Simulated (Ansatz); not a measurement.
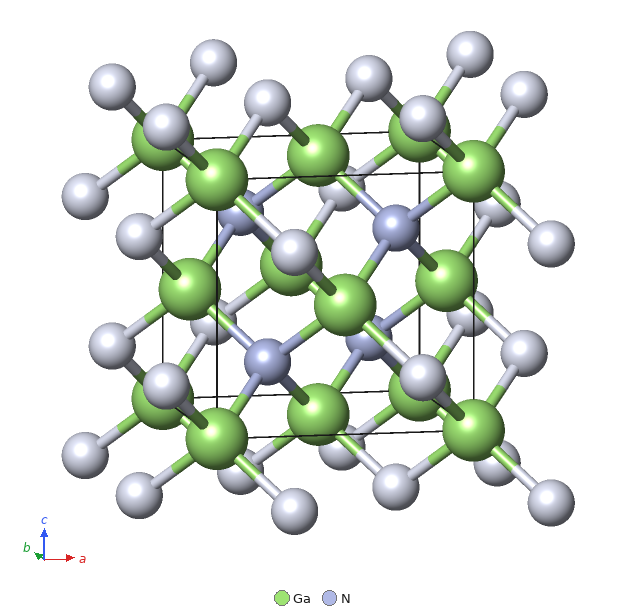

Shown here is a ball-and-stick view of the crystal, taken slightly off an axis. The frame is the conventional unit cell; atoms at its boundary are shown with their periodic copies. Atoms outside the box are added where they are bonded to one inside, in fainter colours.

GaN, zinc blende (sphalerite type), space group F-43m (No. 216), a = 4.498 Å, b = 4.498 Å, c = 4.498 Å, α = 90.00°, β = 90.00°, γ = 90.00°. Provenance: a structure listed in the Materials Project. Earlier steps of the study may have refined or changed the cell and positions. It went into a calculation with Ansatz.

This one geometry was computed with Ansatz (DFT, plane waves, PAW) at six levels of theory: dielectric-dependent PBE0 (fraction 1/eps_inf of PBE), PBE, LDA, r2SCAN, PBE with spin-orbit coupling and PBE0. It was relaxed beforehand with r2SCAN.

> Which level gives the highest pressure at this volume, and what does that say about its equilibrium volume?

Highest: PBE (6.2 GPa) and PBE with spin-orbit coupling (6.2 GPa), which points to the largest equilibrium volume. Lowest, with the smallest volume: LDA (-5.4 GPa). Levels within 0.5 GPa of each other can't be told apart.

> How does the band gap change with the level of theory?

PBE with spin-orbit coupling: a gap of 1.75 eV, direct; PBE: a gap of 1.76 eV, direct; LDA: a gap of 1.77 eV, direct; r2SCAN: a gap of 2.17 eV, direct; dielectric-dependent PBE0 (fraction 1/eps_inf of PBE): a gap of 3.05 eV, direct; PBE0: a gap of 3.70 eV, direct.

> Collect the results in a table.

| level | cutoff (eV) | k-mesh of the run's cell | gap (eV) | pressure (GPa) |
| --- | --- | --- | --- | --- |
| dielectric-dependent PBE0 (fraction 1/eps_inf of PBE) | 420 | 6×6×6 | 3.05 | 1.8 |
| PBE | 420 | 10×10×10 | 1.76 | 6.2 |
| LDA | 420 | 10×10×10 | 1.77 | -5.4 |
| r2SCAN | 500 | 10×10×10 | 2.17 | 0.0 |
| PBE with spin-orbit coupling | 420 | 10×10×10 | 1.75 | 6.2 |
| PBE0 | 420 | 6×6×6 | 3.70 | -0.2 |

Gaps are taken on the k-mesh or band path of each run.
